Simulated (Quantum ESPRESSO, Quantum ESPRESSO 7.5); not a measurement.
# H on fcc sites of Ni(111), stepped through the coverage

What law, if any, do the results for H on fcc sites of Ni(111) follow against the coverage?

Program: Quantum ESPRESSO 7.5. Level of theory: plane-wave DFT, PBE, GBRV ultrasoft pseudopotentials. Results are calculated unless marked as measured.

## (1) The starting structure

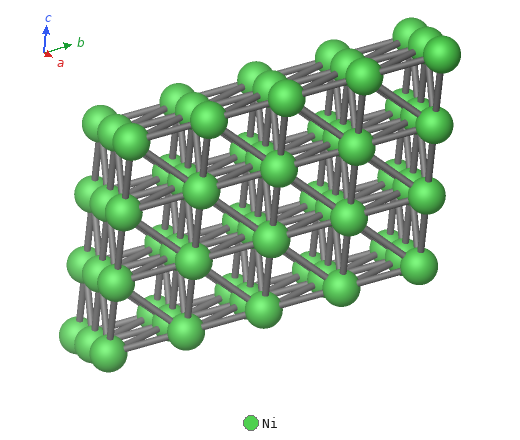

Start, viewed from the side, with the c axis up; nickel green. 2×4×3 cells are drawn. Some periodic images of atoms are drawn too.

Set-up: Slabs of 3 layers, covered on the upper face; adsorbates and the top layer relax in a periodic cell, the rest is held (the clean slab relaxes both outer layers); a run under open boundaries (ESM, bc1) gives both vacuum levels. Cells of one to 6 surface sites carry the coverages, on meshes of like density; cold smearing of 0.02 Ry. The slabs take the lattice constants of the bulk relaxed by the same program.

Members 0.25, 0.3333, 0.5 and 0.6667 took the same steps and show in the table alone.

## (2) Relaxing cell and ions of the reference

The bulk crystal is relaxed in cell and atoms; the members are built on its lattice constants.

Input file ref.vc.in:

```
&control
  prefix = 'ref.vc'
  outdir = './out'
  pseudo_dir = './pseudo'
  nstep = 40
  forc_conv_thr = 0.0003
  calculation = 'vc-relax'
/
&system
  ibrav = 0
  nat = 1
  ntyp = 1
  ecutwfc = 50
  ecutrho = 250
  occupations = 'smearing'
  smearing = 'mv'
  degauss = 0.02
  nspin = 2
  starting_magnetization(1) = 0.12
/
&electrons
  conv_thr = 1e-09
  mixing_beta = 0.4
  electron_maxstep = 120
/
&ions
/
&cell
  press_conv_thr = 0.3
/
ATOMIC_SPECIES
  Ni  58.6934  ni_pbe_v1.4.uspp.F.UPF
CELL_PARAMETERS angstrom
  0.00000000000000 1.76000000000000 1.76000000000000
  1.76000000000000 0.00000000000000 1.76000000000000
  1.76000000000000 1.76000000000000 0.00000000000000
ATOMIC_POSITIONS crystal
  Ni  0.000000000000 0.000000000000 0.000000000000
K_POINTS automatic
  20 20 20 0 0 0
```

On the command line:

```
$ OMP_NUM_THREADS=1 mpirun -n 16 pw.x -nk 16 -in ref.vc.in > ref.vc.out
```

Log:

```text
Program PWSCF v.7.5 starts
[citation notice left out]

     Parallel version (MPI & OpenMP), running on      16 processor cores
     Number of MPI processes:                16
     Threads/MPI process:                     1

     MPI processes distributed on     1 nodes
[...]
Current dimensions of program PWSCF are:
     Max number of different atomic species (ntypx) = 10
     Max number of k-points (npk) =  40000
     Max angular momentum in pseudopotentials (lmaxx) =  4
     Message from routine setup:
     using ibrav=0 with symmetry is DISCOURAGED, use correct ibrav instead

     K-points division:     npool     =      16
     Subspace diagonalization in iterative solution of the eigenvalue problem:
     a serial algorithm will be used

     G-vector sticks info
     --------------------
     sticks:   dense  smooth     PW     G-vecs:    dense   smooth      PW
     Sum         379     313    109                 4957     3527     725

     Using Slab Decomposition

     bravais-lattice index     =            0
     lattice parameter (alat)  =       4.7036  a.u.
     unit-cell volume          =      73.5808 (a.u.)^3
     number of atoms/cell      =            1
     number of atomic types    =            1
     number of electrons       =        18.00
     number of Kohn-Sham states=           13
     kinetic-energy cutoff     =      50.0000  Ry
     charge density cutoff     =     250.0000  Ry
     scf convergence threshold =      1.0E-09
     mixing beta               =       0.4000
     number of iterations used =            8  plain     mixing
     energy convergence thresh.=      1.0E-04
     force convergence thresh. =      3.0E-04
     press convergence thresh. =      3.0E-01
     Exchange-correlation=  SLA  PW   PBX  PBC
                           (   1   4   3   4   0   0   0)
     nstep                     =           40

     celldm(1)=   4.703558  celldm(2)=   0.000000  celldm(3)=   0.000000
     celldm(4)=   0.000000  celldm(5)=   0.000000  celldm(6)=   0.000000

     crystal axes: (cart. coord. in units of alat)
               a(1) = (   0.000000   0.707107   0.707107 )
               a(2) = (   0.707107   0.000000   0.707107 )
               a(3) = (   0.707107   0.707107   0.000000 )

     reciprocal axes: (cart. coord. in units 2 pi/alat)
               b(1) = ( -0.707107  0.707107  0.707107 )
               b(2) = (  0.707107 -0.707107  0.707107 )
               b(3) = (  0.707107  0.707107 -0.707107 )

     PseudoPot. # 1 for Ni read from file:
     ./pseudo/ni_pbe_v1.4.uspp.F.UPF
     Pseudo is Ultrasoft + core correction, Zval = 18.0
     Generated by new atomic code, or converted to UPF format
     Using radial grid of  865 points,  6 beta functions with:
                l(1) =   0
                l(2) =   0
                l(3) =   1
                l(4) =   1
                l(5) =   2
                l(6) =   2
     Q(r) pseudized with 10 coefficients,  rinner =    0.980   0.980   0.980
                                                       0.980   0.980

     atomic species   valence    mass     pseudopotential
     Ni               18.00    58.69340     Ni( 1.00)

     Starting magnetic structure
     atomic species   magnetization
     Ni              0.120

     48 Sym. Ops., with inversion, found

   Cartesian axes

     site n.     atom                  positions (alat units)
         1        Ni     tau(   1) = (   0.0000000   0.0000000   0.0000000  )

     number of k points=   256  Marzari-Vanderbilt smearing, width (Ry)=  0.0200

     Number of k-points >= 100: set verbosity='high' to print them.

     Dense  grid:     4957 G-vectors     FFT dimensions: (  24,  24,  24)

     Smooth grid:     3527 G-vectors     FFT dimensions: (  24,  24,  24)

     Estimated max dynamical RAM per process >      11.60 MB

     Estimated total dynamical RAM >     149.32 MB

     Check: negative core charge=   -0.000014
     Generating pointlists ...
     new r_m :   0.4125 (alat units)  1.9402 (a.u.) for type    1

     Initial potential from superposition of free atoms

     starting charge      16.0000, renormalised to      18.0000
     Starting wfcs are   13 randomized atomic wfcs

     total cpu time spent up to now is        0.4 secs

     per-process dynamical memory:    14.3 Mb

     Self-consistent Calculation

     iteration #  1     ecut=    50.00 Ry     beta= 0.40
     Davidson diagonalization with overlap
     ethr =  1.00E-02,  avg # of iterations =  4.4

     total cpu time spent up to now is        0.9 secs

     total energy              =    -333.32509282 Ry
     estimated scf accuracy    <      31.46258250 Ry

     total magnetization       =     0.43 Bohr mag/cell
     absolute magnetization    =     0.48 Bohr mag/cell

     iteration #  2     ecut=    50.00 Ry     beta= 0.40
[...]
total energy              =    -341.72356782 Ry
     estimated scf accuracy    <       9.94481845 Ry

     total magnetization       =    -0.00 Bohr mag/cell
     absolute magnetization    =     0.12 Bohr mag/cell

     iteration #  3     ecut=    50.00 Ry     beta= 0.40
[...]
total energy              =    -343.27478474 Ry
     estimated scf accuracy    <       0.02268052 Ry

     total magnetization       =     0.80 Bohr mag/cell
     absolute magnetization    =     0.90 Bohr mag/cell

     iteration #  4     ecut=    50.00 Ry     beta= 0.40
[...]
total energy              =    -343.27954254 Ry
     estimated scf accuracy    <       0.00335479 Ry

     total magnetization       =     0.72 Bohr mag/cell
     absolute magnetization    =     0.83 Bohr mag/cell

     iteration #  5     ecut=    50.00 Ry     beta= 0.40
[...]
total energy              =    -343.27979106 Ry
     estimated scf accuracy    <       0.00183913 Ry

     total magnetization       =     0.68 Bohr mag/cell
     absolute magnetization    =     0.79 Bohr mag/cell

     iteration #  6     ecut=    50.00 Ry     beta= 0.40
[...]
total energy              =    -343.28020583 Ry
     estimated scf accuracy    <       0.00043315 Ry

     total magnetization       =     0.67 Bohr mag/cell
     absolute magnetization    =     0.78 Bohr mag/cell

     iteration #  7     ecut=    50.00 Ry     beta= 0.40
[...]
smearing contrib. (-TS)   =      -0.00014382 Ry
     internal energy E=F+TS    =    -343.28016481 Ry

     The total energy is F=E-TS. E is the sum of the following terms:
     one-electron contribution =    -191.71299352 Ry
     hartree contribution      =     107.47451111 Ry
     xc contribution           =     -35.56510811 Ry
     ewald contribution        =    -223.47657430 Ry

     total magnetization       =     0.67 Bohr mag/cell
     absolute magnetization    =     0.77 Bohr mag/cell

     convergence has been achieved in   4 iterations

     Forces acting on atoms (cartesian axes, Ry/au):

     atom    1 type  1   force =     0.00000000    0.00000000    0.00000000

     Total force =     0.000000     Total SCF correction =     0.000000

     Computing stress (Cartesian axis) and pressure

          total   stress  (Ry/bohr**3)                   (kbar)     P=       -0.03
  -0.00000022  -0.00000000   0.00000000           -0.03       -0.00        0.00
  -0.00000000  -0.00000022  -0.00000000           -0.00       -0.03       -0.00
   0.00000000  -0.00000000  -0.00000022            0.00       -0.00       -0.03

     Energy error            =      1.2E-06 Ry
     Gradient error          =      0.0E+00 Ry/Bohr
     Cell gradient error     =      3.3E-02 kbar

     bfgs converged in   2 scf cycles and   1 bfgs steps
     (criteria: energy <  1.0E-04 Ry, force <  3.0E-04 Ry/Bohr, cell <  3.0E-01 kbar)

     End of BFGS Geometry Optimization

     Final enthalpy           =    -343.2803086326 Ry

     File ./out/ref.vc.bfgs deleted, as requested
Begin final coordinates
     new unit-cell volume =     73.42735 a.u.^3 (    10.88081 Ang^3 )
     density =      8.95730 g/cm^3

CELL_PARAMETERS (angstrom)
  -0.000000000   1.758775542   1.758775542
   1.758775542  -0.000000000   1.758775542
   1.758775542   1.758775542  -0.000000000

ATOMIC_POSITIONS (crystal)
Ni               0.0000000000        0.0000000000        0.0000000000
End final coordinates

[...]
Final scf calculation at the relaxed structure.
     The G-vectors are recalculated for the final unit cell
     Results may differ from those at the preceding step.

     G-vector sticks info
     --------------------
     sticks:   dense  smooth     PW     G-vecs:    dense   smooth      PW
     Sum         379     301    109                 4909     3479     725

     Using Slab Decomposition

     bravais-lattice index     =            0
     lattice parameter (alat)  =       4.7036  a.u.
     unit-cell volume          =      73.4273 (a.u.)^3
     number of atoms/cell      =            1
     number of atomic types    =            1
     number of electrons       =        18.00
     number of Kohn-Sham states=           13
     kinetic-energy cutoff     =      50.0000  Ry
     charge density cutoff     =     250.0000  Ry
     scf convergence threshold =      1.0E-09
     mixing beta               =       0.4000
     number of iterations used =            8  plain     mixing
     press convergence thresh. =      3.0E-01
     Exchange-correlation=  SLA  PW   PBX  PBC
                           (   1   4   3   4   0   0   0)

     celldm(1)=   4.703558  celldm(2)=   0.000000  celldm(3)=   0.000000
     celldm(4)=   0.000000  celldm(5)=   0.000000  celldm(6)=   0.000000

     crystal axes: (cart. coord. in units of alat)
               a(1) = (  -0.000000   0.706615   0.706615 )
               a(2) = (   0.706615  -0.000000   0.706615 )
               a(3) = (   0.706615   0.706615  -0.000000 )

     reciprocal axes: (cart. coord. in units 2 pi/alat)
               b(1) = ( -0.707599  0.707599  0.707599 )
               b(2) = (  0.707599 -0.707599  0.707599 )
               b(3) = (  0.707599  0.707599 -0.707599 )

     PseudoPot. # 1 for Ni read from file:
     ./pseudo/ni_pbe_v1.4.uspp.F.UPF
     Pseudo is Ultrasoft + core correction, Zval = 18.0
     Generated by new atomic code, or converted to UPF format
     Using radial grid of  865 points,  6 beta functions with:
                l(1) =   0
                l(2) =   0
                l(3) =   1
                l(4) =   1
                l(5) =   2
                l(6) =   2
     Q(r) pseudized with 10 coefficients,  rinner =    0.980   0.980   0.980
                                                       0.980   0.980

     atomic species   valence    mass     pseudopotential
     Ni               18.00    58.69340     Ni( 1.00)

     Starting magnetic structure
     atomic species   magnetization
     Ni              0.043

     48 Sym. Ops., with inversion, found

   Cartesian axes

     site n.     atom                  positions (alat units)
         1        Ni     tau(   1) = (   0.0000000   0.0000000   0.0000000  )

     number of k points=   256  Marzari-Vanderbilt smearing, width (Ry)=  0.0200

     Number of k-points >= 100: set verbosity='high' to print them.

     Dense  grid:     4909 G-vectors     FFT dimensions: (  24,  24,  24)

     Smooth grid:     3479 G-vectors     FFT dimensions: (  24,  24,  24)

     Estimated max dynamical RAM per process >      11.59 MB

     Estimated total dynamical RAM >     149.45 MB

     Check: negative core charge=   -0.000014
     Generating pointlists ...

     Initial potential from superposition of free atoms

     starting charge      16.0000, renormalised to      18.0000
     Starting wfcs are   13 randomized atomic wfcs

     total cpu time spent up to now is        6.0 secs

     per-process dynamical memory:    15.5 Mb

     Self-consistent Calculation

     iteration #  1     ecut=    50.00 Ry     beta= 0.40
     Davidson diagonalization with overlap
     ethr =  1.00E-06,  avg # of iterations = 11.8

     total cpu time spent up to now is        7.0 secs

     total energy              =    -333.19117771 Ry
     estimated scf accuracy    <      31.59498000 Ry

     total magnetization       =     0.15 Bohr mag/cell
     absolute magnetization    =     0.17 Bohr mag/cell

[...]
iteration # 12     ecut=    50.00 Ry     beta= 0.40
[...]
Magnetic moment per site  (integrated on atomic sphere of radius R)
     atom   1 (R=0.412)  charge= 16.7047  magn=  0.7125

[...]
End of self-consistent calculation

     Number of k-points >= 100: set verbosity='high' to print the bands.

     the Fermi energy is    17.9014 ev

!    total energy              =    -343.28030777 Ry
     estimated scf accuracy    <          1.1E-11 Ry
     smearing contrib. (-TS)   =      -0.00014335 Ry
     internal energy E=F+TS    =    -343.28016442 Ry

     The total energy is F=E-TS. E is the sum of the following terms:
     one-electron contribution =    -191.71323604 Ry
     hartree contribution      =     107.47478629 Ry
     xc contribution           =     -35.56514037 Ry
     ewald contribution        =    -223.47657430 Ry

     total magnetization       =     0.67 Bohr mag/cell
     absolute magnetization    =     0.77 Bohr mag/cell

     convergence has been achieved in  12 iterations

     Forces acting on atoms (cartesian axes, Ry/au):

     atom    1 type  1   force =     0.00000000    0.00000000    0.00000000

     Total force =     0.000000     Total SCF correction =     0.000000

     Computing stress (Cartesian axis) and pressure

          total   stress  (Ry/bohr**3)                   (kbar)     P=        0.87
   0.00000592  -0.00000000  -0.00000000            0.87       -0.00       -0.00
  -0.00000000   0.00000592   0.00000000           -0.00        0.87        0.00
   0.00000000   0.00000000   0.00000592            0.00        0.00        0.87

[...]
=------------------------------------------------------------------------------=
   JOB DONE.
=------------------------------------------------------------------------------=
```

Wall time 11 s (16 MPI ranks of Arm Neoverse V2, shared host); peak memory 0.79 GiB; 2.9 min of CPU time.

Little changed from the start: no atom moved by 0.005 Å and no cell edge by 0.1 %.

 The last row is no step: it is a fresh SCF in the final cell with a new plane-wave basis, +0 meV from the row before.

Numbers from this step:

| Item | Value |
| --- | --- |
| free energy | -4670.5665 eV |
| Fermi energy | 17.90 eV |
| magnetization | 0.67 μB |
| absolute magnetization | 0.77 μB |
| site moments | 0.7125 μB |

(Continued in part 2 of 10.)

[Logs are printed without paths, hosts, clocks, repeated set-up lines and the standing remarks that a program may print on its own settings, such as how far it seeks lower states.]

[Hosts, paths, dates, database ids (printed as entryN), source tags and the programs' standing remarks are cut or masked in the printed files.]

[Maps of the electrostatic potential energy from Ansatz leave out the sawtooth potential of an applied field or a dipole correction, so their vacuum need not be flat; planar profiles and work functions include it.]
